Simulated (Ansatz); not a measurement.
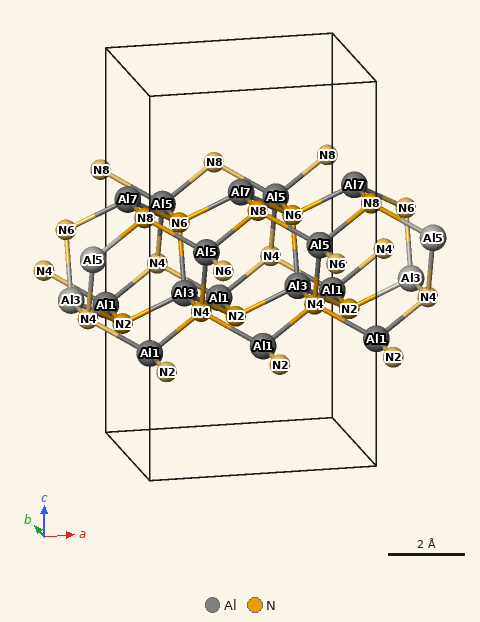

*The structure as given in the input (ball-and-stick view of the 2 × 1 repeat of the cell, with the vacuum cut short, seen slightly off an axis; neighbours outside the cell are drawn fainter; atoms are numbered from 1 in the order of the input). An atom can appear more than once, as a periodic image.*

Near neighbours in the periodic cell (some may lie outside the picture): Al has 3 N at 1.88 to 1.89 Å; N has 3 Al at 1.88 to 1.89 Å; Al has 4 N at 1.88 to 1.89 Å; N has 4 Al at 1.88 to 1.89 Å.

## Run report: AlN, geometry relaxation (part 1 of 3)

AlN (slab, 8 atoms in the cell), computed with DFT LDA, scalar-relativistic, plane waves, PAW, PAW set soft_1, no spin polarisation (Ansatz 0.2.0).

The structure derives from an entry of the Crystallography Open Database. The input holds or restrains some coordinates. Forces given for the steps count only the free coordinates. Figures and captions count atoms from 1; the log counts them from 0 in places.

Input
```yaml
crystal:
  lattice:
    - [3.0886572979, 0.0, 0.0]
    - [0.0, 4.9430255631, 0.0]
    - [0.0, 0.0, 17.5664742447]
  atoms:
    - { symbol: Al, position: [0.0, 0.9984939568, 0.3984863384] }
    - { symbol: "N", position: [0.0, 0.6165060432, 0.3984863384] }
    - { symbol: Al, position: [0.5, 0.4984939568, 0.4492431692] }
    - { symbol: "N", position: [0.5, 0.1165060432, 0.4492431692] }
    - { symbol: Al, position: [0.5, 0.9984939568, 0.5507568308] }
    - { symbol: "N", position: [0.5, 0.6165060432, 0.5507568308] }
    - { symbol: Al, position: [0.0, 0.4984939568, 0.6015136616] }
    - { symbol: "N", position: [0.0, 0.1165060432, 0.6015136616] }
basis:
  ecutwfc: 420
kpoints:
  mp_grid: { grid: [9, 6, 1] }
hamiltonian:
  xc: lda
  pseudopotentials: { kind: paw, azcp: { folder: soft_1 } }
scf:
  occupations: { method: gaussian, width: 0.05 }
output:
  forces: true
  eigenvalues: true
  write_density: true
  write_potential: true
  elf: true
  volumetric_format: npy
relax:
  adjacent_minimum: "off"
  f_tol: 0.03
  max_steps: 50
  constraints: [{ sites: [0, 1, 2, 3] }]
efield:
  axis: 3
  dipole_correction: true
  ramp_width: 0.04
```

Run on 2 threads of Intel Xeon @ 2.50GHz (Skylake/Cascade Lake), 192 GiB of memory available, shared host.

Run as:
```bash
ansatz run input.yaml --threads 2 --pin off --max-ram 6144MiB --backend cpu --events-out ev --progress --plain --runs-dir out
```

Output
```
Warning: [file] the record states the generating functional pbe (its physics header spells it `PBE`), which answers neither for hamiltonian.xc's functional nor for the lda family's — results may be inconsistent (PPs are generated against a specific XC)
Warning: [file] the record states the generating functional pbe (its physics header spells it `PBE`), which answers neither for hamiltonian.xc's functional nor for the lda family's — results may be inconsistent (PPs are generated against a specific XC)
Engine: ansatz 0.2.0, x86_64-unknown-linux-gnu
Pseudopotentials: kind: paw
Pseudopotential: Al, paw, valence charge 3, recommended cutoff 420 eV (normal), [file]
Pseudopotential: N, paw, valence charge 5, recommended cutoff 420 eV (normal), [file]
Functional definition: SPW92
  exchange = slater_x
  correlation = pw_c
Crystal: 8 atoms, lattice volume = 268.193 Å³
Basis set: ecut = 420 eV, 5249 PW (Γ)
Bands: 24, of which v1, the nominal top of the filled ones, is band 16 counted from 1 (15 counted from 0)
Symmetry: 2 space group operations
k-points: 20 of 54 (time reversal used)
Non-local potential: Al, projectors of the file, l = 0: 2, l = 1: 2, l = 2: 1
Non-local potential: N, projectors of the file, l = 0: 2, l = 1: 2, l = 2: 1
PAW form: soft (Blöchl's): semilocal exchange-correlation on the pseudo side does not see the compensation charge
PAW frozen core: Al, regenerated for the run's functional, and the local potential with it (the file was generated under x = pbe(κ = 0.804, μ = 0.2195149727645171), c = pbe(β = 0.06672455060314922))
PAW frozen core: N, regenerated for the run's functional, and the local potential with it (the file was generated under x = pbe(κ = 0.804, μ = 0.2195149727645171), c = pbe(β = 0.06672455060314922))
PAW one-centre angular grid: Al, 110 points (default); XC on 64 Gauss nodes
PAW one-centre angular grid: N, 110 points (default); XC on 64 Gauss nodes
Initial density: superposition of atomic densities (neutral atoms: chi_scale 0, normalization atom)
Initial wavefunctions: pseudopotential atomic-orbital guess
Functional: x = slater, c = lda
SCF iter   1: F=—  HF=-3567.145500 eV  |F-HF|=—  |Δ(HF+E_count)|=         —  Δρ=1.03e-1  dr2=4.21e1  ethr=3.10e-3  p=0.000 e·Å  D=4.10e-14 V/Å  ΔV_dip=-0.00 eV  dr2_dipole=1.21e-8  V_vac-E_F(+/−)=9.44/9.44 eV  ⟨swp⟩=9.8  Hψ=3325  notcnv=0  defer=1
efield: sawtooth ramp at fractional position 0.9800 (placed from the atoms, in the widest stretch of the axis that holds none; the zero of the levels goes with the place), width 0.0400; the density the first Hamiltonian is built on has a dipole p = 0.000 e·Å; the dipole correction subtracts the counter field D = 4.10e-14 V/Å, which shifts the + side's vacuum level by -0.00 eV against the − side's; the planar-averaged density in the ramp window peaks in size at 3.4e-6 e/Å³
preconditioner: auto → Resta (q_TF=auto, 1.914 Å⁻¹)  ε∞=1.9  [insulator: Δε(μ)=4.887 eV  Ē_g=13.655 eV  σ=0.050 eV  W_gap=1.00  n_scr=28 (ndim 8)  ℏωp=12.8 eV  f_vac=0.548  D(μ)=0.00/eV (n_scr^D=0)  ε∞_Penn≈1.9  vacuum switching on, ρ_ref=1.4e-2 e/Å³]
SCF iter   2: F=—  HF=-3555.223141 eV  |F-HF|=—  |Δ(HF+E_count)|=    1.19e1  Δρ=5.16e-2  dr2=4.50e0  ethr=3.10e-3  p=-0.000 e·Å  D=-3.53e-5 V/Å  ΔV_dip=0.00 eV  dr2_dipole=5.41e-8  V_vac-E_F(+/−)=4.80/4.79 eV  ⟨swp⟩=4.2  Hψ=1621  notcnv=0  defer=44
SCF iter   3: F=—  HF=-3554.099851 eV  |F-HF|=—  |Δ(HF+E_count)|=    1.12e0  Δρ=1.66e-2  dr2=8.08e-1  ethr=3.10e-3  p=0.000 e·Å  D=1.80e-5 V/Å  ΔV_dip=-0.00 eV  dr2_dipole=2.33e-8  V_vac-E_F(+/−)=5.39/5.39 eV  ⟨swp⟩=2.8  Hψ=1069  notcnv=0  defer=42
SCF iter   4: F=—  HF=-3554.010929 eV  |F-HF|=—  |Δ(HF+E_count)|=   8.89e-2  Δρ=1.66e-2  dr2=8.97e-1  ethr=2.52e-3  p=-0.000 e·Å  D=-8.85e-5 V/Å  ΔV_dip=0.00 eV  dr2_dipole=2.25e-7  V_vac-E_F(+/−)=4.46/4.46 eV  ⟨swp⟩=3.9  Hψ=920  notcnv=0  defer=42
SCF iter   5: F=—  HF=-3553.836582 eV  |F-HF|=—  |Δ(HF+E_count)|=   1.74e-1  Δρ=2.78e-3  dr2=5.41e-2  ethr=2.52e-3  p=-0.000 e·Å  D=-8.55e-6 V/Å  ΔV_dip=0.00 eV  dr2_dipole=1.19e-10  V_vac-E_F(+/−)=4.44/4.44 eV  ⟨swp⟩=3.1  Hψ=970  notcnv=0  defer=48
SCF iter   6: F=—  HF=-3553.825473 eV  |F-HF|=—  |Δ(HF+E_count)|=   1.11e-2  Δρ=6.64e-4  dr2=1.81e-3  ethr=1.69e-4  p=-0.000 e·Å  D=-1.16e-5 V/Å  ΔV_dip=0.00 eV  dr2_dipole=3.66e-9  V_vac-E_F(+/−)=4.61/4.61 eV  ⟨swp⟩=4.0  Hψ=831  notcnv=0  defer=48
SCF iter   7: F=—  HF=-3553.825140 eV  |F-HF|=—  |Δ(HF+E_count)|=   3.33e-4  Δρ=1.92e-4  dr2=5.74e-5  ethr=5.65e-6  p=0.000 e·Å  D=6.42e-6 V/Å  ΔV_dip=-0.00 eV  dr2_dipole=2.73e-9  V_vac-E_F(+/−)=4.61/4.61 eV  ⟨swp⟩=2.2  Hψ=764  notcnv=0  defer=48
SCF iter   8: F=-3553.825150 eV  HF=-3553.825164 eV  |F-HF|=1.40e-5  |Δ(HF+E_count)|=   2.45e-5  Δρ=4.19e-5  dr2=1.81e-5  ethr=7.03e-8  p=-0.000 e·Å  D=-2.57e-5 V/Å  ΔV_dip=0.00 eV  dr2_dipole=3.15e-8  V_vac-E_F(+/−)=4.61/4.61 eV  ⟨swp⟩=25.6  Hψ=6189  notcnv=0
SCF 1 converged in 8 iterations: F = -3553.825150 eV  dr2 = 1.81e-5
  Residual-converged pass: ⟨swp⟩=1.1  Hψ=561  notcnv=0  max |occ|·‖R‖ = 7.1e-9 eV (tolerance 1.0e-8 eV)  dr2=1.81e-5  dr2_onsite=1.65e-7  max |Δocc| = 1.2e-56
  greatest PAW one-centre occupation: 0.788 electrons in one spin orbital (limit 2), on the N atom at site 5 (counted from 0), in its partial waves of l = 0
relax step   1: F+E_penalty+E_count = -3553.82515024 eV  Δ(F+E_penalty+E_count) = +0.000e0 eV  max|allowed force component| = 2.064e0 eV/Å  Δτ_max = 0.0000 Å  (8 SCF iters, dr2 threshold 2.25e-5 eV, accepted)
Initial density: handed on by an earlier stage of this run
Initial wavefunctions: those handed on with the density
iter 1 solved again at ethr=2.13e-4 eV; its pass at ethr=3.10e-3 eV (dr2=6.82e-2 eV) is discarded
SCF iter   1: F=—  HF=-3554.175582 eV  |F-HF|=—  |Δ(HF+E_count)|=         —  Δρ=4.75e-3  dr2=6.80e-2  ethr=2.13e-4  p=-0.000 e·Å  D=-2.57e-5 V/Å  ΔV_dip=0.00 eV  dr2_dipole=3.31e-4  V_vac-E_F(+/−)=4.54/4.54 eV  ⟨swp⟩=2.1  Hψ=2400  notcnv=0  defer=47
efield: sawtooth ramp at fractional position 0.9800 (handed on by an earlier solve), width 0.0400; the density the first Hamiltonian is built on has a dipole p = -0.000 e·Å; the dipole correction subtracts the counter field D = -2.57e-5 V/Å, which shifts the + side's vacuum level by +0.00 eV against the − side's; the planar-averaged density in the ramp window peaks in size at 4.5e-6 e/Å³
preconditioner: auto → Resta (q_TF=auto, 1.914 Å⁻¹)  ε∞=2.4  [insulator: Δε(μ)=1.373 eV  Ē_g=10.772 eV  σ=0.050 eV  W_gap=1.00  n_scr=28 (ndim 8)  ℏωp=12.8 eV  f_vac=0.588  D(μ)=0.00/eV (n_scr^D=0)  ε∞_Penn≈2.4  vacuum switching on, ρ_ref=8.4e-3 e/Å³]
SCF iter   2: F=—  HF=-3554.165694 eV  |F-HF|=—  |Δ(HF+E_count)|=   9.89e-3  Δρ=2.54e-3  dr2=1.89e-2  ethr=2.12e-4  p=-0.008 e·Å  D=-5.39e-3 V/Å  ΔV_dip=0.09 eV  dr2_dipole=4.18e-5  V_vac-E_F(+/−)=4.61/4.52 eV  ⟨swp⟩=2.2  Hψ=826  notcnv=0  defer=47
SCF iter   3: F=—  HF=-3554.163000 eV  |F-HF|=—  |Δ(HF+E_count)|=   2.69e-3  Δρ=1.05e-3  dr2=3.18e-3  ethr=5.90e-5  p=-0.007 e·Å  D=-4.88e-3 V/Å  ΔV_dip=0.09 eV  dr2_dipole=2.44e-4  V_vac-E_F(+/−)=4.63/4.54 eV  ⟨swp⟩=2.1  Hψ=915  notcnv=0  defer=48
SCF iter   4: F=—  HF=-3554.163130 eV  |F-HF|=—  |Δ(HF+E_count)|=   1.30e-4  Δρ=5.60e-4  dr2=1.22e-3  ethr=9.95e-6  p=-0.019 e·Å  D=-1.30e-2 V/Å  ΔV_dip=0.23 eV  dr2_dipole=8.04e-5  V_vac-E_F(+/−)=4.75/4.52 eV  ⟨swp⟩=2.4  Hψ=763  notcnv=0  defer=48
SCF iter   5: F=—  HF=-3554.162953 eV  |F-HF|=—  |Δ(HF+E_count)|=   1.76e-4  Δρ=1.08e-4  dr2=4.65e-5  ethr=3.80e-6  p=-0.019 e·Å  D=-1.28e-2 V/Å  ΔV_dip=0.22 eV  dr2_dipole=1.19e-8  V_vac-E_F(+/−)=4.75/4.53 eV  ⟨swp⟩=2.4  Hψ=750  notcnv=0  defer=48
SCF iter   6: F=-3554.162950 eV  HF=-3554.162960 eV  |F-HF|=9.36e-6  |Δ(HF+E_count)|=   6.32e-6  Δρ=7.26e-5  dr2=1.76e-5  ethr=1.45e-7  p=-0.019 e·Å  D=-1.31e-2 V/Å  ΔV_dip=0.23 eV  dr2_dipole=1.45e-7  V_vac-E_F(+/−)=4.76/4.53 eV  ⟨swp⟩=21.9  Hψ=5613  notcnv=0
SCF 2 converged in 6 iterations: F = -3554.162950 eV  dr2 = 1.76e-5
relax step   2: F+E_penalty+E_count = -3554.16295035 eV  Δ(F+E_penalty+E_count) = -3.378e-1 eV  max|allowed force component| = 1.255e0 eV/Å  Δτ_max = 0.1602 Å  (6 SCF iters, dr2 threshold 1.00e-4 eV, accepted)
SCF iter   1: F=—  HF=-3554.421503 eV  |F-HF|=—  |Δ(HF+E_count)|=         —  Δρ=9.65e-3  dr2=3.20e-1  ethr=2.27e-3  p=-0.019 e·Å  D=-1.31e-2 V/Å  ΔV_dip=0.23 eV  dr2_dipole=4.42e-3  V_vac-E_F(+/−)=4.73/4.50 eV  ⟨swp⟩=3.5  Hψ=1549  notcnv=0  defer=32
efield: sawtooth ramp at fractional position 0.9800 (handed on by an earlier solve), width 0.0400; the density the first Hamiltonian is built on has a dipole p = -0.019 e·Å; the dipole correction subtracts the counter field D = -1.31e-2 V/Å, which shifts the + side's vacuum level by +0.23 eV against the − side's; the planar-averaged density in the ramp window peaks in size at 3.2e-6 e/Å³
preconditioner: auto → Resta (q_TF=auto, 1.914 Å⁻¹)  ε∞=2.4  [insulator: Δε(μ)=1.446 eV  Ē_g=10.942 eV  σ=0.050 eV  W_gap=1.00  n_scr=28 (ndim 8)  ℏωp=12.8 eV  f_vac=0.591  D(μ)=0.00/eV (n_scr^D=0)  ε∞_Penn≈2.4  vacuum switching on, ρ_ref=8.7e-3 e/Å³]
SCF iter   2: F=—  HF=-3554.329912 eV  |F-HF|=—  |Δ(HF+E_count)|=   9.16e-2  Δρ=4.21e-3  dr2=6.33e-2  ethr=1.00e-3  p=-0.043 e·Å  D=-2.90e-2 V/Å  ΔV_dip=0.51 eV  dr2_dipole=3.45e-3  V_vac-E_F(+/−)=4.96/4.45 eV  ⟨swp⟩=2.6  Hψ=1040  notcnv=0  defer=56
SCF iter   3: F=—  HF=-3554.316032 eV  |F-HF|=—  |Δ(HF+E_count)|=   1.39e-2  Δρ=1.98e-3  dr2=1.15e-2  ethr=1.98e-4  p=-0.024 e·Å  D=-1.65e-2 V/Å  ΔV_dip=0.29 eV  dr2_dipole=2.34e-4  V_vac-E_F(+/−)=4.78/4.49 eV  ⟨swp⟩=2.1  Hψ=812  notcnv=0  defer=57
SCF iter   4: F=—  HF=-3554.313605 eV  |F-HF|=—  |Δ(HF+E_count)|=   2.43e-3  Δρ=8.35e-4  dr2=2.03e-3  ethr=3.60e-5  p=-0.026 e·Å  D=-1.77e-2 V/Å  ΔV_dip=0.31 eV  dr2_dipole=1.24e-5  V_vac-E_F(+/−)=4.78/4.47 eV  ⟨swp⟩=2.8  Hψ=905  notcnv=0  defer=51
SCF iter   5: F=—  HF=-3554.313169 eV  |F-HF|=—  |Δ(HF+E_count)|=   4.36e-4  Δρ=3.22e-4  dr2=3.17e-4  ethr=6.36e-6  p=-0.026 e·Å  D=-1.79e-2 V/Å  ΔV_dip=0.31 eV  dr2_dipole=5.74e-6  V_vac-E_F(+/−)=4.78/4.46 eV  ⟨swp⟩=2.2  Hψ=709  notcnv=0  defer=51
SCF iter   6: F=-3554.313109 eV  HF=-3554.313117 eV  |F-HF|=8.02e-6  |Δ(HF+E_count)|=   5.18e-5  Δρ=8.40e-5  dr2=2.09e-5  ethr=3.08e-7  p=-0.027 e·Å  D=-1.82e-2 V/Å  ΔV_dip=0.32 eV  dr2_dipole=3.44e-8  V_vac-E_F(+/−)=4.78/4.46 eV  ⟨swp⟩=20.4  Hψ=5549  notcnv=0
SCF 3 converged in 6 iterations: F = -3554.313109 eV  dr2 = 2.09e-5
  greatest PAW one-centre occupation: 0.791 electrons in one spin orbital (limit 2), on the N atom at site 7 (counted from 0), in its partial waves of l = 0
relax step   3: F+E_penalty+E_count = -3554.31310929 eV  Δ(F+E_penalty+E_count) = -1.502e-1 eV  max|allowed force component| = 1.440e0 eV/Å  Δτ_max = 0.1179 Å  (6 SCF iters, dr2 threshold 9.84e-5 eV, accepted)
SCF iter   1: F=—  HF=-3554.378015 eV  |F-HF|=—  |Δ(HF+E_count)|=         —  Δρ=3.71e-3  dr2=5.76e-2  ethr=1.37e-3  p=-0.027 e·Å  D=-1.82e-2 V/Å  ΔV_dip=0.32 eV  dr2_dipole=1.34e-3  V_vac-E_F(+/−)=4.77/4.45 eV  ⟨swp⟩=2.5  Hψ=1202  notcnv=0  defer=54
efield: sawtooth ramp at fractional position 0.9800 (handed on by an earlier solve), width 0.0400; the density the first Hamiltonian is built on has a dipole p = -0.027 e·Å; the dipole correction subtracts the counter field D = -1.82e-2 V/Å, which shifts the + side's vacuum level by +0.32 eV against the − side's; the planar-averaged density in the ramp window peaks in size at 2.7e-6 e/Å³
preconditioner: auto → Resta (q_TF=auto, 1.914 Å⁻¹)  ε∞=2.4  [insulator: Δε(μ)=1.510 eV  Ē_g=10.904 eV  σ=0.050 eV  W_gap=1.00  n_scr=28 (ndim 8)  ℏωp=12.8 eV  f_vac=0.592  D(μ)=0.00/eV (n_scr^D=0)  ε∞_Penn≈2.4  vacuum switching on, ρ_ref=8.6e-3 e/Å³]
SCF iter   2: F=—  HF=-3554.360124 eV  |F-HF|=—  |Δ(HF+E_count)|=   1.79e-2  Δρ=1.43e-3  dr2=7.71e-3  ethr=1.80e-4  p=-0.014 e·Å  D=-9.40e-3 V/Å  ΔV_dip=0.17 eV  dr2_dipole=5.83e-4  V_vac-E_F(+/−)=4.65/4.48 eV  ⟨swp⟩=2.6  Hψ=1011  notcnv=0  defer=48
SCF iter   3: F=—  HF=-3554.358392 eV  |F-HF|=—  |Δ(HF+E_count)|=   1.73e-3  Δρ=9.23e-4  dr2=2.54e-3  ethr=2.41e-5  p=-0.024 e·Å  D=-1.60e-2 V/Å  ΔV_dip=0.28 eV  dr2_dipole=4.92e-5  V_vac-E_F(+/−)=4.74/4.46 eV  ⟨swp⟩=2.0  Hψ=727  notcnv=0  defer=48
SCF iter   4: F=—  HF=-3554.357859 eV  |F-HF|=—  |Δ(HF+E_count)|=   5.33e-4  Δρ=2.36e-4  dr2=1.54e-4  ethr=7.94e-6  p=-0.023 e·Å  D=-1.56e-2 V/Å  ΔV_dip=0.27 eV  dr2_dipole=1.36e-5  V_vac-E_F(+/−)=4.74/4.46 eV  ⟨swp⟩=2.0  Hψ=720  notcnv=0  defer=48
SCF iter   5: F=—  HF=-3554.357831 eV  |F-HF|=—  |Δ(HF+E_count)|=   2.75e-5  Δρ=1.16e-4  dr2=4.55e-5  ethr=3.13e-7  p=-0.025 e·Å  D=-1.68e-2 V/Å  ΔV_dip=0.30 eV  dr2_dipole=1.41e-8  V_vac-E_F(+/−)=4.76/4.46 eV  ⟨swp⟩=20.4  Hψ=5454  notcnv=0
SCF iter   6: F=-3554.357822 eV  HF=-3554.357825 eV  |F-HF|=2.85e-6  |Δ(HF+E_count)|=   6.35e-6  Δρ=3.96e-5  dr2=5.12e-6  ethr=1.42e-7  p=-0.025 e·Å  D=-1.72e-2 V/Å  ΔV_dip=0.30 eV  dr2_dipole=2.58e-7  V_vac-E_F(+/−)=4.76/4.46 eV  ⟨swp⟩=15.1  Hψ=5038  notcnv=0
SCF 4 converged in 6 iterations: F = -3554.357822 eV  dr2 = 5.12e-6
  greatest PAW one-centre occupation: 0.789 electrons in one spin orbital (limit 2), on the N atom at site 7 (counted from 0), in its partial waves of l = 0
relax step   4: F+E_penalty+E_count = -3554.35782196 eV  Δ(F+E_penalty+E_count) = -4.471e-2 eV  max|allowed force component| = 1.106e-1 eV/Å  Δτ_max = 0.0455 Å  (6 SCF iters, dr2 threshold 1.00e-4 eV, accepted)
SCF iter   1: F=—  HF=-3554.358805 eV  |F-HF|=—  |Δ(HF+E_count)|=         —  Δρ=4.60e-4  dr2=1.04e-3  ethr=6.40e-5  p=-0.025 e·Å  D=-1.72e-2 V/Å  ΔV_dip=0.30 eV  dr2_dipole=7.82e-5  V_vac-E_F(+/−)=4.76/4.46 eV  ⟨swp⟩=2.8  Hψ=1215  notcnv=0  defer=47
efield: sawtooth ramp at fractional position 0.9800 (handed on by an earlier solve), width 0.0400; the density the first Hamiltonian is built on has a dipole p = -0.025 e·Å; the dipole correction subtracts the counter field D = -1.72e-2 V/Å, which shifts the + side's vacuum level by +0.30 eV against the − side's; the planar-averaged density in the ramp window peaks in size at 2.6e-6 e/Å³
preconditioner: auto → Resta (q_TF=auto, 1.914 Å⁻¹)  ε∞=2.4  [insulator: Δε(μ)=1.501 eV  Ē_g=10.890 eV  σ=0.050 eV  W_gap=1.00  n_scr=28 (ndim 8)  ℏωp=12.8 eV  f_vac=0.590  D(μ)=0.00/eV (n_scr^D=0)  ε∞_Penn≈2.4  vacuum switching on, ρ_ref=8.6e-3 e/Å³]
SCF iter   2: F=—  HF=-3554.358429 eV  |F-HF|=—  |Δ(HF+E_count)|=   3.76e-4  Δρ=1.80e-4  dr2=1.28e-4  ethr=3.24e-6  p=-0.022 e·Å  D=-1.48e-2 V/Å  ΔV_dip=0.26 eV  dr2_dipole=2.76e-8  V_vac-E_F(+/−)=4.73/4.47 eV  ⟨swp⟩=2.6  Hψ=960  notcnv=0  defer=47
SCF iter   3: F=—  HF=-3554.358393 eV  |F-HF|=—  |Δ(HF+E_count)|=   3.54e-5  Δρ=9.73e-5  dr2=3.30e-5  ethr=4.01e-7  p=-0.022 e·Å  D=-1.48e-2 V/Å  ΔV_dip=0.26 eV  dr2_dipole=3.05e-6  V_vac-E_F(+/−)=4.72/4.46 eV  ⟨swp⟩=2.0  Hψ=681  notcnv=0  defer=47
SCF iter   4: F=—  HF=-3554.358405 eV  |F-HF|=—  |Δ(HF+E_count)|=   1.22e-5  Δρ=3.62e-5  dr2=3.73e-6  ethr=1.03e-7  p=-0.021 e·Å  D=-1.44e-2 V/Å  ΔV_dip=0.25 eV  dr2_dipole=2.12e-8  V_vac-E_F(+/−)=4.72/4.46 eV  ⟨swp⟩=2.0  Hψ=713  notcnv=0  defer=47
SCF iter   5: F=—  HF=-3554.358405 eV  |F-HF|=—  |Δ(HF+E_count)|=   4.80e-7  Δρ=1.69e-5  dr2=8.88e-7  ethr=1.16e-8  p=-0.021 e·Å  D=-1.43e-2 V/Å  ΔV_dip=0.25 eV  dr2_dipole=1.39e-10  V_vac-E_F(+/−)=4.71/4.46 eV  ⟨swp⟩=2.0  Hψ=709  notcnv=0  defer=47
SCF iter   6: F=-3554.358405 eV  HF=-3554.358405 eV  |F-HF|=1.77e-8  |Δ(HF+E_count)|=   1.06e-7  Δρ=4.33e-6  dr2=6.43e-8  ethr=3.13e-10  p=-0.021 e·Å  D=-1.43e-2 V/Å  ΔV_dip=0.25 eV  dr2_dipole=8.12e-10  V_vac-E_F(+/−)=4.71/4.46 eV  ⟨swp⟩=15.9  Hψ=4371  notcnv=0
SCF 5 converged in 6 iterations: F = -3554.358405 eV  dr2 = 6.43e-8
  greatest PAW one-centre occupation: 0.790 electrons in one spin orbital (limit 2), on the N atom at site 7 (counted from 0), in its partial waves of l = 0
relax step   5: F+E_penalty+E_count = -3554.35840486 eV  Δ(F+E_penalty+E_count) = -5.829e-4 eV  max|allowed force component| = 4.586e-2 eV/Å  Δτ_max = 0.0071 Å  (6 SCF iters, accepted)
```
